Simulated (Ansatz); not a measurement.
## AgCl: an electron-density study

Space group Cmcm. The cell comes from a database of computed structures, not from a measurement.

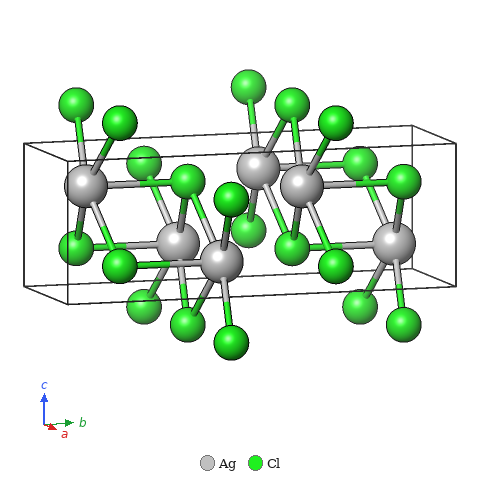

The conventional cell.

Input file:

```
crystal:
  lattice:
    - [3.741819406, 0.0, 0.0]
    - [0.0, 0.0, -3.92403735]
    - [-1.870909703, 5.5565952358, 0.0]
  atoms:
    - { symbol: Ag, position: [0.6034446, 0.25, 0.2068892] }
    - { symbol: Ag, position: [0.3965554, 0.75, 0.7931108] }
    - { symbol: Cl, position: [0.13455127, 0.75, 0.26910254] }
    - { symbol: Cl, position: [0.86544873, 0.25, 0.73089746] }
basis:
  ecutwfc: 420
  fft_grid_basis: typed
kpoints:
  mp_grid: { grid: [8, 8, 8] }
hamiltonian:
  xc: pbe
  pseudopotentials: { kind: paw }
scf:
  occupations: { method: gaussian, width: 0.05 }
output:
  forces: true
  stress: true
  eigenvalues: true
  bader: true
  write_density: true
  volumetric_format: npy
  elf: true
```

Command:

```sh
ansatz run input.yaml --threads 1 --pin off --max-ram 2560MiB --backend cpu --events-out ev --progress --plain --runs-dir out
```

The picture shows the conventional cell (a = 3.74 Å, b = 11.11 Å, c = 3.92 Å, α = 90.00°, β = 90.00°, γ = 90.00°).

Level of theory: Ansatz, DFT PBE, scalar-relativistic, plane waves, PAW.

Core electrons are frozen (PAW), so the maps are meaningful between the atoms, not at the nuclei.

Part 1: Bonding charge

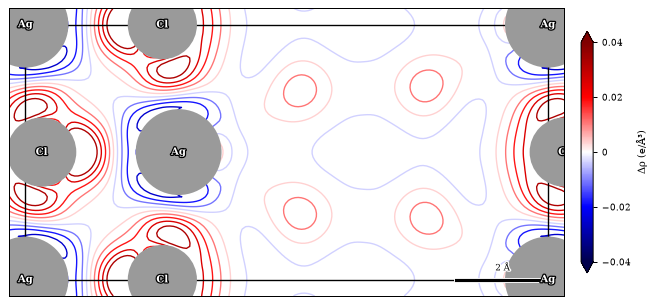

*Bonding charge density, ρ(crystal) − Σ ρ(neutral atoms): a map on the (101) plane of the conventional cell, with grey discs over the atomic cores. Cores are masked to 0.9 Å (Ag) and 0.7 Å (Cl).*

Q: Read the map: where is density gained and where lost?

A: Ag–Cl (2.73 Å): Δρ is +0.014 e/Å³ at the midpoint, so little or no bond charge builds up halfway.
Ag–Ag (3.02 Å): Δρ is about zero at the midpoint (this contact isn't in the plane drawn).
Over the whole cell, outside the masked cores, the largest gain lies at the edge of the masked core of Cl, and the largest loss lies at the edge of the masked core of Ag.
In all about 0.12 e an atom is rearranged against the free atoms.
Bader charges: Ag +0.56 and Cl −0.56 e.

Part 2: One group of states

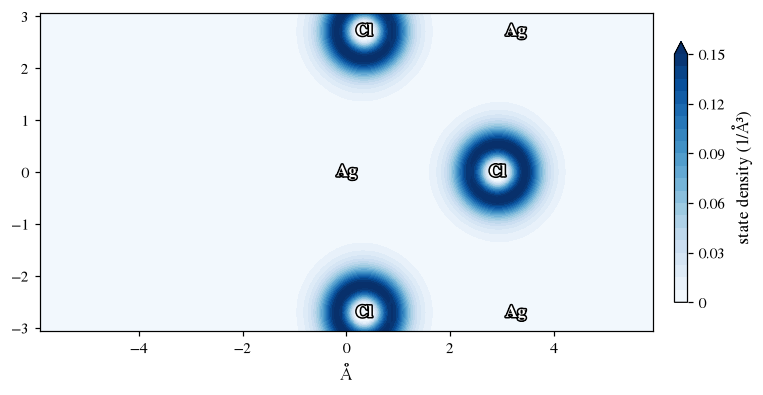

Density of the Kohn–Sham states from −15.2 to −14.4 eV about the valence-band maximum (a separate group of bands (semicore or deep states)), scaled to one electron a cell: a map on the (101) plane of the conventional cell.

Q: Which atoms and orbitals make up these states?

A: Projected on a minimal set of atomic orbitals (Löwdin), they are Cl 3s (95 %).
- In space (atomic cells sized by Bader volumes) the density divides as Cl about 95 % and Ag little.
- It nearly vanishes midway along the shortest Ag–Ag contact.
- The group holds 4 electrons when full, in the cell of the calculation (4 atoms).

Part 3: Moving an atom

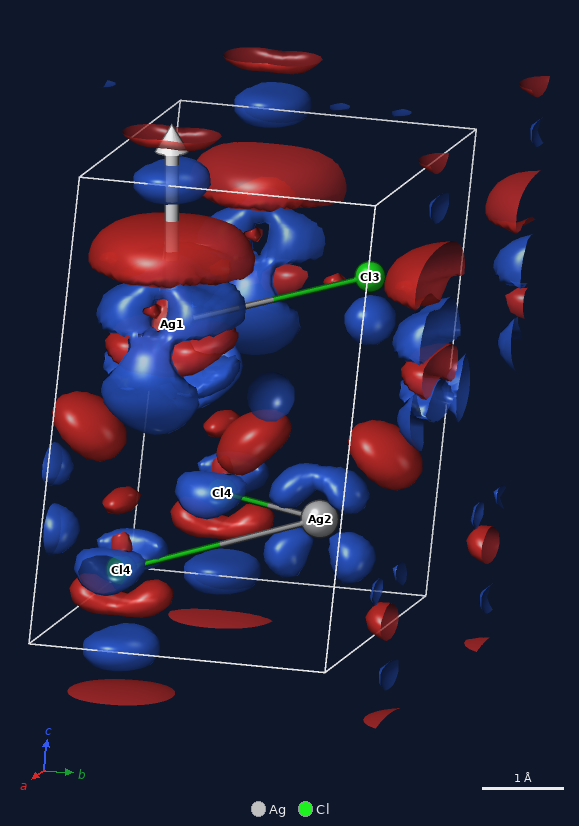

Ag1 was moved by 0.05 Å along [1 0 2] in the axes of the cell drawn (arrow, not to scale). Change of the density less the rigid motion of the neutral atom's own density: blue surfaces at +0.001 and red ones at −0.001 e/Å³, in the cell of the calculation (origin moved) seen slightly off an axis.

Q: How do the electrons respond beyond following the atom?

A: About 0.02 e is rearranged in the cell. Outside the cores the largest gain lies at the edge of the masked core of Ag, and the largest loss, 0.002 e/Å³, lies 1.1 Å from a silver nucleus.

Q: How much does the computed force on the atom change?

A: The force on it changes by 0.05 eV/Å along the move, against it: a stiffness of about 0.93 eV/Å² for this sublattice shift.

Part 4: Taking out a sublattice

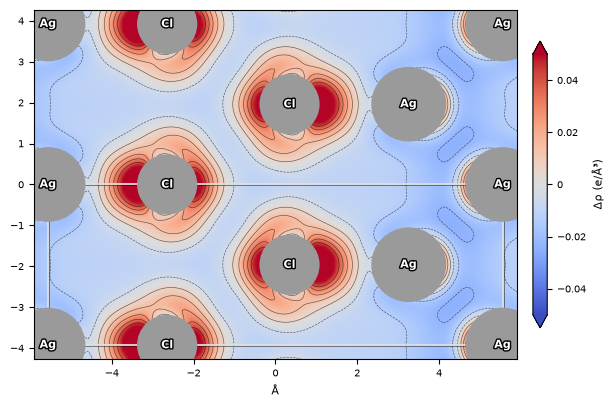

Density of the crystal less the densities of its Ag sublattice and of the rest (Cl), each computed alone with the atoms in place (the rest with spin, the Ag sublattice without): a map on the (100) plane of the conventional cell, with grey discs over the atomic cores. Cores are masked to 0.9 Å (Ag) and 0.7 Å (Cl).

Q: What does the difference density show?

A: Over the whole cell, outside the masked cores, the largest gain lies at the edge of the masked core of Cl, and the largest loss lies at the edge of the masked core of Ag.
About 0.3 e is rearranged for each Ag atom.
By Bader's partition Ag carries +0.56 e, so it gives electrons to the rest.

Q: How much energy binds the Ag sublattice to the rest, with both frozen?

A: E(crystal) − E(Ag sublattice) − E(rest) is −3.0 eV for each Ag atom (negative: bound). The references are the frozen sublattices, not the elements, so this isn't a formation energy. A moment in a sublattice run without spin would make it less negative.

Part 5: Change of volume

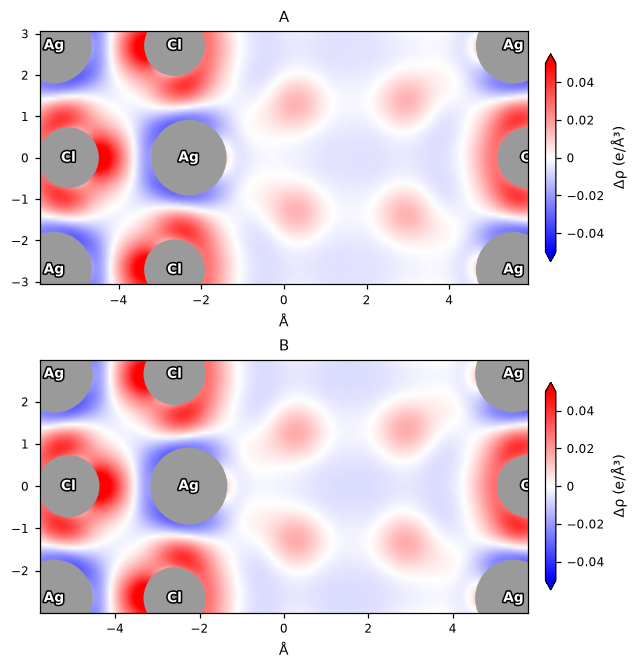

AgCl: deformation density on the (101) plane of the conventional cell at two volumes, with the same fractional coordinates and one colour scale. Grey discs cover the cores. Panel B has 94 % of the volume of panel A.

Q: What changes between the database cell and the scaled one?

A: From A to B, Ag–Cl goes from 2.73 to 2.68 Å, and Δρ at its midpoint from +0.014 to +0.016 e/Å³.
The pressure is 1.7 GPa in A and 5.7 GPa in B.
Bader charges in A: Ag +0.56 and Cl −0.56 e; in B: Ag +0.55 and Cl −0.55 e.
The rearranged charge is 0.12 e an atom in A and 0.12 e in B.

Part 6: Putting it together

Charge passes from Ag (Pauling electronegativity 1.93) to Cl (3.16), the direction that the scale predicts; the Bader charges fall short of whole formal charges, as they usually do. The two pressures give a mean stiffness −ΔP/Δln V of about 65 GPa over this range, with the atoms held at their fractional positions.

Run times: 51 s (base cell), 21 s (state densities), 60 s (moved atom), 35 s (the rest), 26 s (sublattice Ag) and 54 s (scaled cell), on 1 thread of Arm Neoverse N1 (shared host).
